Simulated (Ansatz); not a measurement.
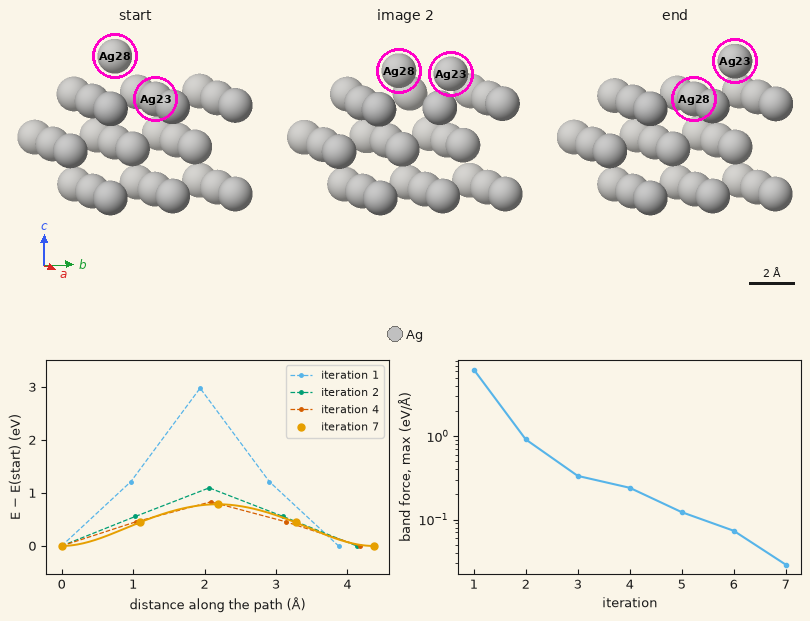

NEB run on Ag on Ag(100) (28 atoms in the cell). Images are numbered from 0 (start) to 4 (end). The plot follows the band through its iterations. The picture is a spheres-only view of the simulation cell, with the vacuum cut short (origin moved), seen slightly off an axis. The atoms that move most are ringed.

Computed with DFT PBE, scalar-relativistic, plane waves, PAW (Ansatz). Settings: plane-wave cutoff 420 eV; k-point mesh 3 × 3 × 1; Gaussian smearing 0.1 eV; 9 atoms held fixed; 3 movable images; climbing image; force threshold 0.04 eV/Å; iteration limit 60.

> Did the band converge, and can the barrier be trusted?

The result is final at these settings. The band converged in 7 iterations. The largest component of the band force went from 6.3 to 0.029 eV/Å. The climbing image converged on the top of the path. A check of its curvatures found one unstable direction (−0.57 eV/Å²), as a transition state must have. The first iteration put the highest image at 2.98 eV. The barrier is about 0.79 eV in both directions, with image 2 at the top; the ends have the same energy.
